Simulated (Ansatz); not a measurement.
**Ge5H3: geometry relaxation (part 4 of 4)**

Ge5H3 (slab, 8 atoms in the cell); DFT r2SCAN, scalar-relativistic, plane waves, PAW, spin-polarised (Ansatz 0.2.0); cutoff 500 eV, 7×7×1 k-mesh, Gaussian smearing of 0.05 eV, collinear spins. The structure derives from an entry of the Crystallography Open Database. The input holds or restrains some coordinates. Forces given for the steps count only the free coordinates.

Geometry of the input (Å; fractional positions):
```
4.0128  0.0000  0.0000
0.0000  4.0128  0.0000
0.0000  0.0000  25.5873
H  0.5000  0.8215  0.3322
H  0.5000  0.1785  0.3322
Ge 0.5000  0.5000  0.3679
Ge 0.0000  0.5000  0.4233
Ge 0.0000  0.0000  0.4783
Ge 0.5000  0.0000  0.5337
Ge 0.5000  0.5000  0.5903
H  0.5000  0.5000  0.6497
```

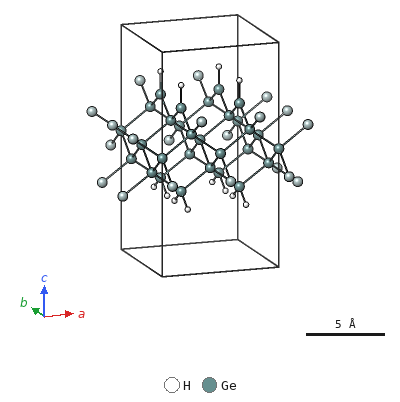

**Figure 1.** The geometry at step 3 of the log (ball-and-stick view of the 2 × 2 repeat of the cell, with the vacuum cut short, seen slightly off an axis; neighbours outside the cell are drawn fainter).

Output, continued:
```
SCF iter   1: F=—  HF=-21560.320344 eV  |F-HF|=—  |Δ(HF+E_count)|=         —  Δρ=7.75e-8 (↑7.68e-8 ↓7.75e-8)  dr2=3.23e-11  dr2_τ=3.69e-13  dr2_m=1.45e-11  M=-0.000 μB ∫|m|=0.000 μB  β_m=1.20  ethr=1.00e-12  p=-0.007 e·Å  D=-3.11e-3 V/Å  ΔV_dip=0.08 eV  dr2_dipole=3.94e-12  V_vac-E_F(+/−)=4.34/4.26 eV  ⟨swp⟩=2.3  Hψ=4537  notcnv=0
efield: sawtooth ramp at fractional position 0.9410 (kept from the solve that this one continues, or follows in the run), width 0.1000; the density the first Hamiltonian is built on has a dipole p = -0.007 e·Å; the dipole correction subtracts the counter field D = -3.11e-3 V/Å, which shifts the + side's vacuum level by +0.08 eV against the − side's; the planar-averaged density in the ramp window peaks in size at 2.6e-7 e/Å³
preconditioner: auto → Resta (q_TF=auto, 2.045 Å⁻¹)  ε∞=1.5  [insulator: Δε(μ)=0.112 eV  Ē_g=22.735 eV  σ=0.050 eV  W_gap=0.84  n_scr=60 (ndim 8)  ℏωp=15.6 eV  f_vac=0.641  D(μ)=1.27/eV (n_scr^D=6)  ε∞_Penn≈1.5  vacuum switching on, ρ_ref=3.7e-2 e/Å³]
spin=Collinear: Resta preconditioning applied to the charge; magnetization (m = ρ↑ − ρ↓) channel mixes plain (no charge-response kernel on spin).
SCF iter   2: F=-21560.320344 eV  HF=-21560.320344 eV  |F-HF|=1.78e-10  |Δ(HF+E_count)|=  4.11e-10  Δρ=6.42e-8 (↑5.82e-8 ↓6.42e-8)  dr2=2.40e-11  dr2_τ=1.58e-13  dr2_m=1.06e-11  M=-0.000 μB ∫|m|=0.000 μB  ethr=1.00e-12  p=-0.007 e·Å  D=-3.11e-3 V/Å  ΔV_dip=0.08 eV  dr2_dipole=6.65e-12  V_vac-E_F(+/−)=4.34/4.26 eV  ⟨swp⟩=7.4  Hψ=6646  notcnv=0
the starting moments were not kept: the SCF closed with an absolute magnetisation of 1.2e-4 μB, where they sum to 1 μB in size (1 site). That is at most 0.1 of that sum. Measured as dr2_m measures the in/out step, that magnetisation stands 1.2e-9 eV from none, at or under the dr2_threshold of 1.0e-7 eV: it is no larger than a step whose dr2_m would equal this threshold.
SCF 5 converged in 2 iterations: F = -21560.320344 eV  dr2 = 2.40e-11
WARN: The output density's exchange-correlation potential varies sharply where the density is thin. Do not read a vacuum level from v_tot or v_xc, or from such a field of the output density. On a cell that repeats whose density bears no net charge and no dipole along the vacuum's axis use v_es (v_loc + v_h of the components); under efield.dipole_correction with no amplitude use v_es + v_field, which holds any external_charges[].barrier, or the levels of the report's work_function block, which leave it out; under a non-zero efield.amplitude the vacuum is tilted and has no level; on a cell that repeats and bears such a dipole with no correction it is tilted too, and efield.dipole_correction with no amplitude gives each side of its ramp a level where efield: is served; in a cell that repeats whose density bears a net charge (total_charge, or a fill off its count) it is curved and has none; of a slab under crystal.periodic whose density bears no net charge use v_es, which has a level on each side, short of where the two are joined; of another it falls or rises all the way out and has none; of a slab beside external_charges read slab_vacuum_level instead, which it has where they leave it neutral. The grid or the basis barely resolves most such structure, and the values can differ between equally converged runs; as a rule a tighter scf.convergence.dr2_threshold does not remove it. Where the density itself ripples (under the LDA too) a higher basis.ecutwfc lessens it. The files hold the spikes' plane waves up to the density's cutoff. Files: v_tot_of_output_density and the like, and their columns of v_z.tsv (output.write_potential); v_xc_of_output_density and the like, and their columns of v_comp_z.tsv (output.write_potential_components). Measured: with its Gaussian average of σ = 0.25 Å subtracted twice, the exchange-correlation potential is over 0.1 eV at 5183 of the grid points where the equally averaged density (valence and model cores) is under 1e-3 e/Å³, and 2.64 eV at the most among them, at an averaged density of 9.7e-4 e/Å³. The input density's (outcome.potential() and, of a run that writes arrays, v_tot and v_xc) is over 0.1 eV, so measured, at 2390 points of its own thin density, 2.63 eV at the most. See output.write_potential in the manual, Limitations
SCF converged after 2 iterations
Stability not checked: this state was not tested for a lower state beside it, because the mixer in use, unlike msr1, does not test its closes by its own steps (another_mixer; see scf.mixing.algorithm and scf.lower_state_search)
Magnetization: -0.0001 μB (36.4999 up, 36.5001 down)
Absolute magnetization: 0.0001 μB (∫|ρ↑−ρ↓|, with the PAW one-centre terms)
Spin contamination: 0.0000 ħ² per cell (⟨S²⟩ above its minimum at these occupations)
Per-site moments (μB) at R_I (Å): [(-1.2525655457088843e-6, 0.5909874531626004), (-1.2525655456218428e-6, 0.5909874531626004), (-4.170022562548521e-7, 0.6517705330305139), (-1.937032268426308e-6, 1.0119878685974175), (-8.985589523433421e-6, 1.0119878685974175), (3.038029694166102e-6, 0.9824005837292593), (-4.109624719997591e-6, 0.6295778358144821), (4.468711954115663e-7, 0.6295778358144821)]
Free energy (F): -21560.320344 eV
Harris-Foulkes:  -21560.320344 eV  (|F-HF|=1.78e-10)
Internal energy: -21560.318753 eV  (E = F + TS)
E sigma→0 (E₀):  -21560.319548 eV
Entropy (-TS):   -0.001591 eV (-0.199 meV/atom)
Fermi energy:    -0.704890 eV
Dipole field:    D = -0.003107 V/Å  (p = -0.007074 e·Å, saw-weighted, corrected)
Work function:   Φ+ = 4.3353 eV   Φ− = 4.2558 eV
Levels:          The Fermi level and band energies are counted from a zero that moves with the ramp; work functions are not
--- Per-component energies (eV) ---
  E_band       = -1445.935968
  E_kinetic    = 592.387288
  E_local      = -77680.717862  (includes V_loc(G=0)·N_el)
  E_nonlocal   = 2105.600181
  E_hartree    = 37761.275201
  E_xc         = -370.116439
  E_vxc        = -374.700482  (∫ρ·V_xc dr)
  E_paw        = -10173.336132  (= ΣΔE_a)
  E_vpaw       = -1632.396204  (= ΣTr[D̂ρ^β])
  E_aug_tail   = -0.001161  (compensation charges beyond the density's cutoff)
  E_vtau       = 21.427085  (kinetic-family band-sum trace: ∫τ·v_τ [+ j·A + Jᵃ·Aᵃ] dr)
  E_efield     = 0.000011  (sawtooth field / dipole correction)
  E_vefield    = -0.084948  (∫n·V_field dr)
  E_ewald      = 26210.018988
  E_core_change = -5.428829  (= ΣΔE_core)
  E_smearing   = -0.001591  (= −TS)
  E_closure    = -0.000000  (closes the sum)
  Σ components = -21560.320344   (vs F -21560.320344, Δ=0.00e0)
--- Forces (eV/Å), atoms counted from 1 ---
  atom   1  H      0.00000000    -0.77351869     0.32801426
  atom   2  H      0.00000000     0.77351869     0.32801426
  atom   3  Ge     0.00000000     0.00000000    -0.39359244
  atom   4  Ge     0.00000000     0.00000000    -0.25906576
  atom   5  Ge     0.00000000     0.00000000     0.01738006
  atom   6  Ge     0.00000000     0.00000000    -0.01376198
  atom   7  Ge     0.00000000     0.00000000    -0.00843257
  atom   8  H      0.00000000     0.00000000     0.00144458
  max |Σ_I F_I| component: 4.11e-7 eV/Å
--- Band table (eV; the first three rows and the last of 32) ---
  k-point 0 ↑: bands = ["-26.2228", "-26.2070", "-26.2033", "-26.1514", "-26.1436", "-26.0987", "-26.0416", "-26.0159", "-26.0025", "-25.9900", "-25.9595", "-25.9564", "-25.9348", "-25.9344", "-25.8955", "-25.8867", "-25.8618", "-25.8552", "-25.8521", "-25.8101", "-25.7617", "-25.7571", "-25.7266", "-25.7058", "-25.6764", "-13.5212", "-12.3764", "-10.5297", "-8.2594", "-5.8594", "-3.7574", "-3.3325", "-3.0279", "-2.9962", "-1.9273", "-1.5580", "0.0996", "0.5335", "0.8192", "1.0906", "1.4670", "2.9183", "3.4323", "3.4705", "3.5502"]
  k-point 1 ↑: bands = ["-26.2376", "-26.2071", "-26.2055", "-26.1406", "-26.1393", "-26.1010", "-26.0421", "-26.0078", "-26.0024", "-25.9858", "-25.9687", "-25.9626", "-25.9320", "-25.9284", "-25.8980", "-25.8894", "-25.8652", "-25.8539", "-25.8427", "-25.8108", "-25.7746", "-25.7441", "-25.7269", "-25.7053", "-25.6759", "-13.3545", "-12.2357", "-10.3994", "-8.3379", "-6.1692", "-4.4438", "-4.1686", "-3.1962", "-2.9015", "-2.3031", "-1.8701", "0.6790", "0.8860", "1.1386", "1.8046", "2.3043", "2.8016", "3.6381", "3.7427", "4.0016"]
  k-point 2 ↑: bands = ["-26.2516", "-26.2169", "-26.2097", "-26.1344", "-26.1242", "-26.0998", "-26.0487", "-26.0133", "-25.9968", "-25.9893", "-25.9689", "-25.9598", "-25.9272", "-25.9092", "-25.9048", "-25.8936", "-25.8656", "-25.8512", "-25.8378", "-25.8113", "-25.7803", "-25.7391", "-25.7276", "-25.7032", "-25.6747", "-12.8739", "-11.8768", "-10.1630", "-8.5673", "-7.0769", "-5.6584", "-5.1114", "-3.7309", "-2.8196", "-2.3659", "-1.7839", "0.5938", "1.0493", "1.2208", "2.0821", "3.1416", "3.8004", "4.0508", "4.2562", "4.4519"]
  k-point 15 ↓: bands = ["-26.2560", "-26.2424", "-26.1987", "-26.1400", "-26.1019", "-26.0695", "-26.0377", "-26.0207", "-26.0043", "-25.9987", "-25.9815", "-25.9484", "-25.9414", "-25.9337", "-25.9032", "-25.8821", "-25.8625", "-25.8365", "-25.8217", "-25.8068", "-25.7709", "-25.7419", "-25.7288", "-25.7101", "-25.6797", "-10.7459", "-10.3723", "-9.9171", "-9.4399", "-8.9230", "-6.9955", "-5.2749", "-4.4622", "-4.2955", "-3.8534", "-3.7528", "-1.5100", "1.2040", "1.5114", "1.7605", "2.4213", "3.5901", "4.3289", "4.5486", "5.4309"]
--- Relaxed structure (4 steps of the walk, 4 accepted, 0 SCFs on fresh bases) ---
  F+E_penalty+E_count = -21560.32034351 eV   max|allowed force component| = 1.738e-2 eV/Å
  atoms:
    - { symbol: H, position: [0.5, 0.8214857833, 0.3321960464] }
    - { symbol: H, position: [0.5, 0.1785142167, 0.3321960464] }
    - { symbol: Ge, position: [0.5, 0.5, 0.36785014] }
    - { symbol: Ge, position: [0.0, 0.5, 0.42329764949999993] }
    - { symbol: Ge, position: [0.0, 0.0, 0.4784707733957219] }
    - { symbol: Ge, position: [0.5, 0.0, 0.5351783274871755] }
    - { symbol: Ge, position: [0.5, 0.5, 0.5853220027804399] }
    - { symbol: H, position: [0.5, 0.5, 0.6449707066585127] }
--- Löwdin populations: 8 sites ---
  site symbol       q [e]    m [muB]
     0      H      1.0360    -0.0000
     1      H      1.0360    -0.0000
     2     Ge     13.8239    -0.0000
     3     Ge     14.0251    -0.0000
     4     Ge     13.9458    -0.0000
     5     Ge     13.9512     0.0000
     6     Ge     13.9629    -0.0001
     7      H      0.9997     0.0000
  spilling = 0.003007 (of n_electrons = 73.000000)
```

Trajectory as extended XYZ (Å, eV, eV/Å), 4 frames, from step=1 to step=4:
```
8
Lattice="4.0128 0.0000 0.0000 0.0000 4.0128 0.0000 0.0000 0.0000 25.5873" Properties=species:S:1:pos:R:3:forces:R:3 step=1 energy=-21560.22747
H     2.0064    3.2965    8.5000    0.0000  -0.7898   0.3321
H     2.0064    0.7163    8.5000    0.0000   0.7898   0.3321
Ge    2.0064    2.0064    9.4123    0.0000   0.0000  -0.4244
Ge    0.0000    2.0064   10.8310    0.0000   0.0000  -0.3062
Ge    0.0000    0.0000   12.2373    0.0000   0.0000   0.0133
Ge    2.0064    0.0000   13.6569    0.0000   0.0000   1.1836
Ge    2.0064    2.0064   15.1046    0.0000   0.0000  -1.2382
H     2.0064    2.0064   16.6246    0.0000   0.0000   0.1077
8
Lattice="4.0128 0.0000 0.0000 0.0000 4.0128 0.0000 0.0000 0.0000 25.5873" Properties=species:S:1:pos:R:3:forces:R:3 step=2 energy=-21560.31256
H     2.0064    3.2965    8.5000    0.0000  -0.7718   0.3279
H     2.0064    0.7163    8.5000    0.0000   0.7718   0.3279
Ge    2.0064    2.0064    9.4123    0.0000   0.0000  -0.3822
Ge    0.0000    2.0064   10.8310    0.0000   0.0000  -0.1989
Ge    0.0000    0.0000   12.2538    0.0000   0.0000  -0.2153
Ge    2.0064    0.0000   13.6882    0.0000   0.0000  -0.1989
Ge    2.0064    2.0064   14.9326    0.0000   0.0000   0.3264
H     2.0064    2.0064   16.4585    0.0000   0.0000   0.0133
8
Lattice="4.0128 0.0000 0.0000 0.0000 4.0128 0.0000 0.0000 0.0000 25.5873" Properties=species:S:1:pos:R:3:forces:R:3 step=3 energy=-21560.32034
H     2.0064    3.2965    8.5000    0.0000  -0.7735   0.3280
H     2.0064    0.7163    8.5000    0.0000   0.7735   0.3280
Ge    2.0064    2.0064    9.4123    0.0000   0.0000  -0.3936
Ge    0.0000    2.0064   10.8310    0.0000   0.0000  -0.2591
Ge    0.0000    0.0000   12.2428    0.0000   0.0000   0.0174
Ge    2.0064    0.0000   13.6938    0.0000   0.0000  -0.0138
Ge    2.0064    2.0064   14.9768    0.0000   0.0000  -0.0084
H     2.0064    2.0064   16.5031    0.0000   0.0000   0.0014
8
Lattice="4.0128 0.0000 0.0000 0.0000 4.0128 0.0000 0.0000 0.0000 25.5873" Properties=species:S:1:pos:R:3:forces:R:3 step=4 energy=-21560.32034
H     2.0064    3.2965    8.5000    0.0000  -0.7735   0.3280
H     2.0064    0.7163    8.5000    0.0000   0.7735   0.3280
Ge    2.0064    2.0064    9.4123    0.0000   0.0000  -0.3936
Ge    0.0000    2.0064   10.8310    0.0000   0.0000  -0.2591
Ge    0.0000    0.0000   12.2428    0.0000   0.0000   0.0174
Ge    2.0064    0.0000   13.6938    0.0000   0.0000  -0.0138
Ge    2.0064    2.0064   14.9768    0.0000   0.0000  -0.0084
H     2.0064    2.0064   16.5031    0.0000   0.0000   0.0014
```

Results in brief:

- outcome: converged under the restraints of the input
- electrons treated: 73
- free energy: −21560.3203 eV
- work function, top face: 4.34 eV
- work function, bottom face: 4.26 eV
- Fermi energy: −0.705 eV
- gap on the k-point mesh: none (metallic)
- net moment of the cell: 0.00 μB
- integrated absolute moment: 0.00 μB
- final volume: 412.03 Å³
- work function (upper face): 4.34 eV
- largest force (length of the vector) at the end, held atoms and coordinates included: 0.840 eV/Å
- hardware: 2 threads of Intel Xeon (Sapphire Rapids), 32 GiB of memory available, shared host
- wall time: 4.3 min (CPU time 8.5 min)
- peak memory: 1.7 GiB

Remarks:

The electronic state found may not be the lowest one. Warnings of the run: some starting moments were not kept; the exchange-correlation potential is rough where the density is thin.
